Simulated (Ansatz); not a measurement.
ZnCu: band-structure calculation

- system: ZnCu (Pm-3m, 2 atoms in the cell)
- method: DFT r2SCAN, scalar-relativistic, plane waves, PAW, no spin polarisation (Ansatz 0.2.0)

The structure derives from an entry of the Crystallography Open Database. Figures and captions count atoms from 1; the log counts them from 0 in places.

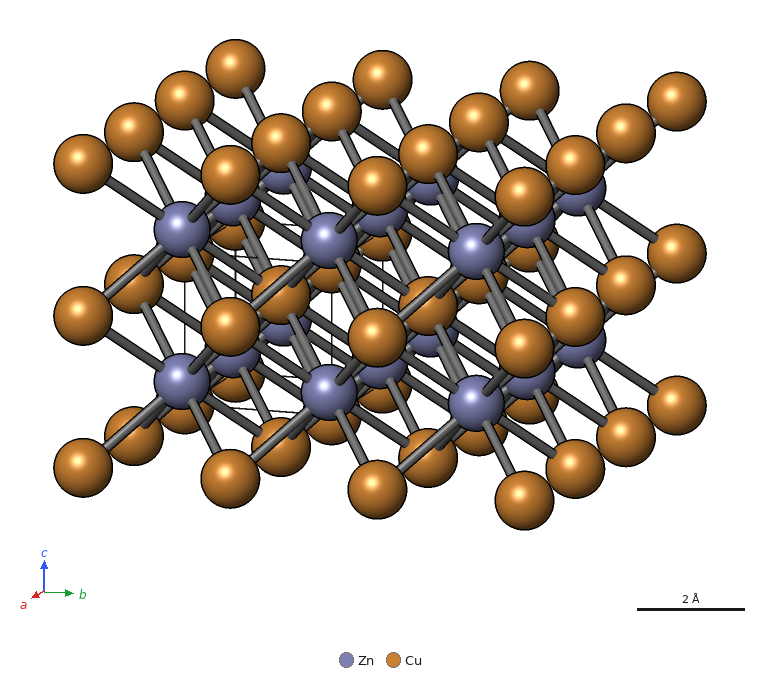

The input geometry (ball-and-stick view of the cell of the calculation, repeated 3 × 3 × 2, seen slightly off an axis). An atom can appear more than once, as a periodic image.

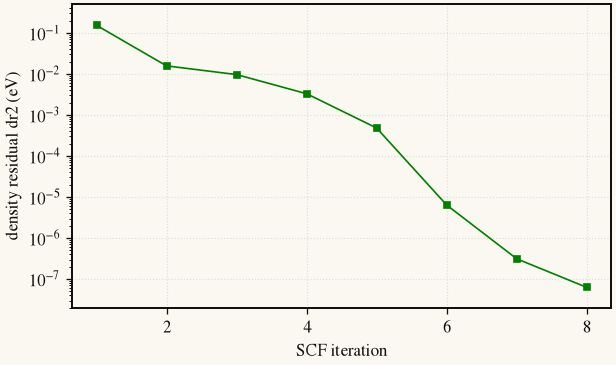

Convergence of the self-consistent field: density residual dr2 against the SCF iteration. The residual falls at every step.

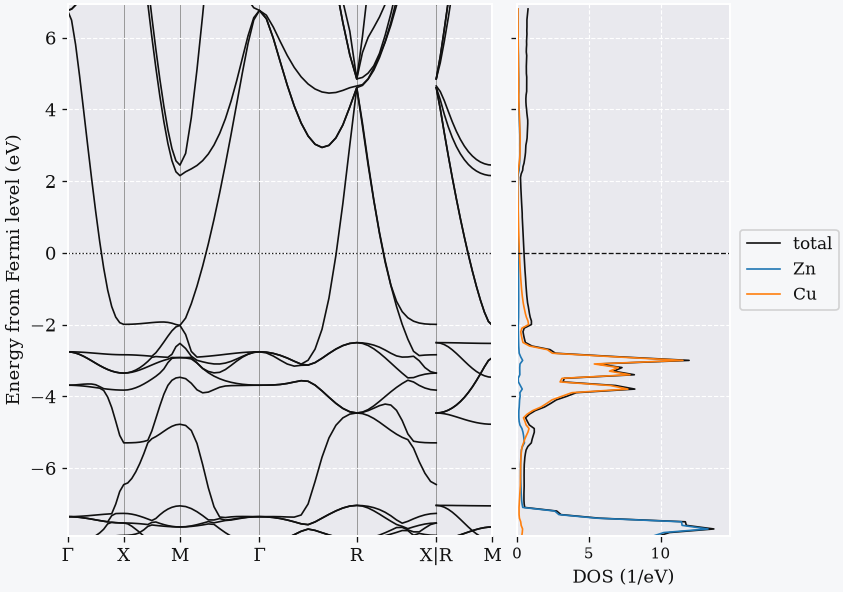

Band structure along Γ–X–M–Γ–R–X|R–M and density of states (projected on Löwdin-orthogonalised atomic shells), with energies from the Fermi level. Bands cross the Fermi level: a metal at this level of theory.

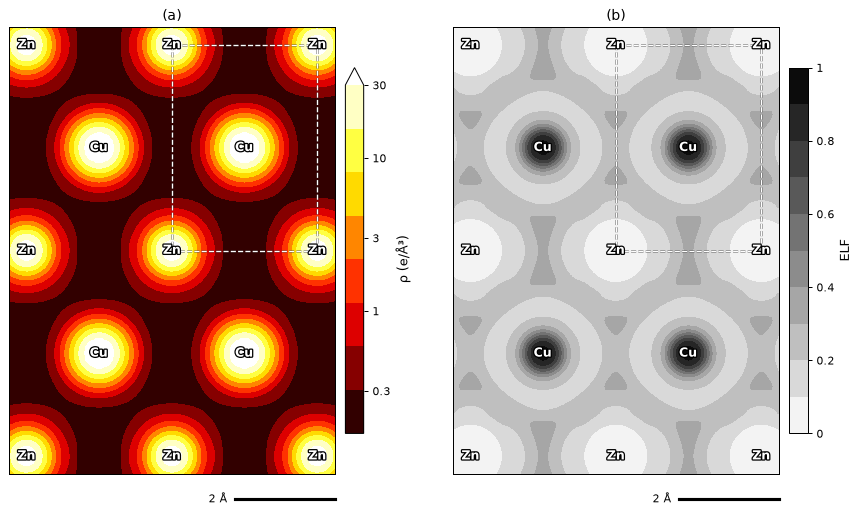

(a) valence pseudo-density; (b) ELF on the (101) plane of the conventional cell. Zn–Cu (2.53 Å): the density is about 0.27 e/Å³ at the midpoint; the ELF is about 0.25 at the midpoint; no shared electron pair. Away from the nuclei the density in this plane falls to 0.16 e/Å³ at its lowest. The strong features right at Cu lie inside the PAW spheres (semicore, d or f shells) and say nothing about bonding. The fields are those of the smooth PAW valence density.

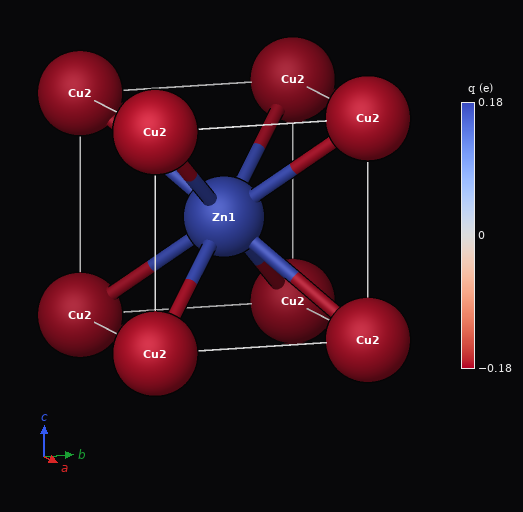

Bader charges, as the colour of each atom (ball-and-stick view of the cell of the calculation, seen slightly off an axis; atoms are numbered from 1 in the order of the input). By element: Zn +0.18 and Cu −0.18 e.

The input and output of the run follow.

### The input
```yaml
crystal:
  lattice:
    - [2.9200023228, 0.0, 0.0]
    - [0.0, 2.9200023228, 0.0]
    - [0.0, 0.0, 2.9200023228]
  atoms:
    - { symbol: Zn, position: [0.5, 0.5, 0.5] }
    - { symbol: Cu, position: [0.0, 0.0, 0.0] }
basis:
  ecutwfc: 500
  ecutrho_ratio: 4
kpoints:
  mp_grid: { grid: [12, 12, 12] }
  band_path:
    path:
      - [[0.0, 0.0, 0.0], [0.0, 0.5, 0.0], [0.5, 0.5, 0.0], [0.0, 0.0, 0.0], [0.5, 0.5, 0.5], [0.0, 0.5, 0.0]]
      - [[0.5, 0.5, 0.5], [0.5, 0.5, 0.0]]
    npoints: 14
hamiltonian:
  xc: r2scan
scf:
  occupations: { method: gaussian, width: 0.05 }
  n_extra_bands: 13
output:
  forces: true
  stress: true
  eigenvalues: true
  populations: true
  dos: { projected: true, de: 0.02, nscf_kmesh: { grid: [18, 18, 18] } }
  bader: true
  write_density: true
  write_potential: true
  elf: true
  volumetric_format: npy
```

Command:
```bash
ansatz run input.yaml --threads 4 --pin off --max-ram 7168MiB --backend cpu --events-out ev --progress --plain --runs-dir out
```

### What the program printed
```
scf.n_extra_bands = 13 over 16 filled bands (N_el = 31.0): the run solves 29 bands
Engine: ansatz 0.2.0, x86_64-unknown-linux-gnu
Pseudopotentials: kind: paw
Pseudopotential: Zn, paw, valence charge 12, recommended cutoff 500 eV (meta_gga), Zn.paw.azcp
Pseudopotential: Cu, paw, valence charge 19, recommended cutoff 500 eV (meta_gga), Cu.paw.azcp
Functional definition: r2SCAN
  parameter k0 = 0.174
  parameter k1 = 0.065
  parameter a1 = 4.9479
  exchange = r2scan_x(k0 = k0, k1 = k1, a1 = a1)
  correlation = r2scan_c
Crystal: 2 atoms, lattice volume = 24.897 Å³
Basis set: ecut = 500 eV, 619 PW (Γ), exchange–correlation on 96×96×96 points (64 copies of the dense FFT grid, shifted against one another)
Bands: 29, of which v1, the nominal top of the filled ones, is band 16 counted from 1 (15 counted from 0)
Symmetry: 48 space group operations
Space group: Pm-3m (ITA 221), of the structure as read, at distance tolerance 2.9e-5 Å
k-points: 84 of 1728
Non-local potential: Zn, projectors of the file, l = 0: 2, l = 1: 2, l = 2: 3, l = 3: 1
Non-local potential: Cu, projectors of the file, l = 0: 3, l = 1: 2, l = 2: 3, l = 3: 1
PAW form: soft (Blöchl's): semilocal exchange-correlation on the pseudo side does not see the compensation charge
PAW frozen core: Zn, regenerated for the run's functional (the file was generated under x = pbe(κ = 0.804, μ = 0.2195149727645171), c = pbe(β = 0.06672455060314922))
PAW frozen core: Cu, regenerated for the run's functional (the file was generated under x = pbe(κ = 0.804, μ = 0.2195149727645171), c = pbe(β = 0.06672455060314922))
PAW one-centre angular grid: Zn, 590 points (default); XC on 261 of its mesh's 2673 points in the sphere
PAW one-centre angular grid: Cu, 590 points (default); XC on 160 Gauss nodes
Initial density: superposition of atomic densities (neutral atoms: chi_scale 0, normalization atom), corrected by the library's trained network
Initial wavefunctions: pseudopotential atomic-orbital guess
Functional: x = r2scan, c = r2scan; τ floored in thin density (d = 2e-4 eV/Å³)
SCF iter   1: F=—  HF=-9957.150644 eV  |F-HF|=—  |Δ(HF+E_count)|=         —  Δρ=3.35e-2  dr2=1.54e-1  dr2_τ=2.14e-3  ethr=1.77e-3  ⟨swp⟩=5.5  Hψ=10060  notcnv=0  defer=263
preconditioner: auto → none  [metal: Δε(μ)=0.009 eV  Ē_g=24.657 eV  σ=0.050 eV  W_gap=0.10  n_scr=6 (ndim 8)  ℏωp=35.7 eV  f_vac=0.000  D(μ)=0.56/eV (n_scr^D=0)  sad-step TF]
SCF iter   2: F=—  HF=-9957.133194 eV  |F-HF|=—  |Δ(HF+E_count)|=   1.75e-2  Δρ=1.19e-2  dr2=1.58e-2  dr2_τ=1.28e-3  ethr=4.98e-4  ⟨swp⟩=3.6  Hψ=5065  notcnv=0  defer=622
SCF iter   3: F=—  HF=-9957.122918 eV  |F-HF|=—  |Δ(HF+E_count)|=   1.03e-2  Δρ=7.34e-3  dr2=9.69e-3  dr2_τ=5.65e-5  ethr=5.08e-5  ⟨swp⟩=2.4  Hψ=3708  notcnv=0  defer=622
SCF iter   4: F=—  HF=-9957.121750 eV  |F-HF|=—  |Δ(HF+E_count)|=   1.17e-3  Δρ=4.65e-3  dr2=3.31e-3  dr2_τ=1.42e-5  ethr=3.13e-5  ⟨swp⟩=2.8  Hψ=4157  notcnv=0  defer=622
SCF iter   5: F=—  HF=-9957.120835 eV  |F-HF|=—  |Δ(HF+E_count)|=   9.15e-4  Δρ=1.77e-3  dr2=4.82e-4  dr2_τ=1.42e-6  ethr=1.07e-5  ⟨swp⟩=2.0  Hψ=2920  notcnv=0  defer=622
SCF iter   6: F=—  HF=-9957.120801 eV  |F-HF|=—  |Δ(HF+E_count)|=   3.41e-5  Δρ=2.43e-4  dr2=6.39e-6  dr2_τ=1.63e-8  ethr=1.55e-6  ⟨swp⟩=2.3  Hψ=2541  notcnv=0  defer=622
SCF iter   7: F=—  HF=-9957.120791 eV  |F-HF|=—  |Δ(HF+E_count)|=   9.42e-6  Δρ=5.50e-5  dr2=3.12e-7  dr2_τ=1.77e-9  ethr=2.06e-8  ⟨swp⟩=2.0  Hψ=2935  notcnv=0  defer=622
SCF iter   8: F=-9957.120791 eV  HF=-9957.120791 eV  |F-HF|=3.63e-8  |Δ(HF+E_count)|=   5.48e-8  Δρ=2.01e-5  dr2=6.28e-8  dr2_τ=3.01e-10  ethr=3.23e-10  ⟨swp⟩=12.4  Hψ=15933  notcnv=0
SCF 1 converged in 8 iterations: F = -9957.120791 eV  dr2 = 6.28e-8
  greatest PAW one-centre occupation: 1.000 electrons in one spin orbital (limit 2), on the Cu atom at site 1 (counted from 0), in its partial waves of l = 0
NSCF: frozen V_eff on 86 k-points
NSCF: frozen V_eff on 220 k-points
SCF converged after 8 iterations
Free energy (F): -9957.120791 eV
Harris-Foulkes:  -9957.120791 eV  (|F-HF|=3.63e-8)
Internal energy: -9957.120109 eV  (E = F + TS)
E sigma→0 (E₀):  -9957.120450 eV
Entropy (-TS):   -0.000682 eV (-0.341 meV/atom)
Fermi energy:    14.712965 eV
--- Per-component energies (eV) ---
  E_band       = -337.212828
  E_kinetic    = 431.145840
  E_local      = -5744.423027  (includes V_loc(G=0)·N_el)
  E_nonlocal   = 1009.898714
  E_hartree    = 2515.310891
  E_xc         = -208.991893
  E_vxc        = -180.397476  (∫ρ·V_xc dr)
  E_paw        = -3524.987749  (= ΣΔE_a)
  E_vpaw       = -896.286779  (= ΣTr[D̂ρ^β])
  E_aug_tail   = 0.000124  (compensation charges beyond the density's cutoff)
  E_vtau       = 12.253092  (kinetic-family band-sum trace: ∫τ·v_τ [+ j·A + Jᵃ·Aᵃ] dr)
  E_ewald      = -4434.589282
  E_core_change = -0.483727  (= ΣΔE_core)
  E_smearing   = -0.000682  (= −TS)
  E_closure    = -0.000000  (closes the sum)
  Σ components = -9957.120791   (vs F -9957.120791, Δ=0.00e0)
--- Forces (eV/Å), atoms counted from 1 ---
  atom   1  Zn     0.00000000     0.00000000    -0.00000000
  atom   2  Cu    -0.00000000    -0.00000000     0.00000000
  max |Σ_I F_I| component: 7.12e-29 eV/Å
--- Stress (GPa, compression-positive) ---
        0.013902      -0.000000       0.000000
       -0.000000       0.013902       0.000000
        0.000000       0.000000       0.013902
  P = ⅓ Tr σ = 0.0139 GPa (0.139 kbar)
--- Band table (eV; the first three rows and the last of 84) ---
  k-point 0: bands = ["-102.1250", "-57.9433", "-57.9433", "-57.9433", "3.8054", "6.5771", "6.5771", "7.3560", "7.3560", "7.3560", "11.0212", "11.0212", "11.9527", "11.9527", "11.9527", "21.4706", "21.4706", "21.4706", "26.4755", "26.4755", "28.3513", "39.1965", "39.1965", "39.1965", "41.1178", "41.1178", "41.1178", "42.6819", "42.6819"]
  k-point 1: bands = ["-102.1249", "-57.9441", "-57.9433", "-57.9433", "3.9393", "6.5936", "6.6060", "7.3440", "7.3440", "7.3619", "11.0126", "11.0330", "11.9072", "11.9072", "11.9473", "20.2420", "21.6745", "21.6745", "26.5453", "27.2202", "29.1235", "37.8312", "38.3076", "38.3076", "39.5752", "40.3438", "40.3438", "42.9325", "44.0482"]
  k-point 2: bands = ["-102.1248", "-57.9463", "-57.9431", "-57.9431", "4.3346", "6.6392", "6.6893", "7.3114", "7.3114", "7.3783", "10.9889", "11.0548", "11.7877", "11.7877", "11.9325", "18.0434", "22.2673", "22.2673", "26.7573", "27.7420", "31.6848", "35.7600", "36.0832", "36.0832", "37.4354", "40.6183", "40.6183", "43.1412", "45.6950"]
  k-point 83: bands = ["-102.1231", "-57.9531", "-57.9531", "-57.9531", "6.7186", "6.7186", "6.7186", "7.6701", "7.6701", "10.2466", "10.2466", "10.2466", "12.2079", "12.2079", "19.3178", "19.3178", "19.3178", "19.3654", "19.5620", "19.5620", "19.5620", "21.6434", "52.4187", "52.4187", "52.4187", "52.7466", "52.7466", "52.7466", "52.8639"]
--- Löwdin populations: 2 sites ---
  site symbol       q [e]
     0     Zn     11.2099
     1     Cu     19.0839
  spilling = 0.022781 (of n_electrons = 31.000000)
--- Bader charges: 2 sites ---
  site symbol  charge [e]  shift [e]
     0     Zn      0.1752     0.0020
     1     Cu     -0.1752     0.0020
  estimated error of the sums over rays = 3.0e-4 e
```

### File bader_charges.tsv
```
# site	symbol	x_ang	y_ang	z_ang	partial_charge_e	electrons	volume_ang3	relative_density_drop	shared_charge_e	partial_wave_shift_e
# quadrature_error_electrons = 3.0e-4
0	Zn	1.4600	1.4600	1.4600	0.17519	29.82481	12.21	-	0.17519	0.00196
1	Cu	0.0000	0.0000	0.0000	-0.17519	29.17519	12.68	-	-0.17519	0.00196
```

### Summary

| quantity | value |
| --- | --- |
| outcome | converged |
| space group (tolerance 0.01 Å) | Pm-3m (221) |
| electrons treated | 31 |
| free energy | −9957.1208 eV |
| Fermi energy | 14.713 eV |
| gap on the k-point mesh | none (metallic) |
| pressure | 0.01 GPa |
| largest force (length of the vector) | under 0.001 eV/Å |
| hardware | 4 threads of Intel Xeon (Granite Rapids), 32 GiB of memory available, shared host |
| wall time | 5.8 s (CPU time 21 s) |
| peak memory | 0.51 GiB |
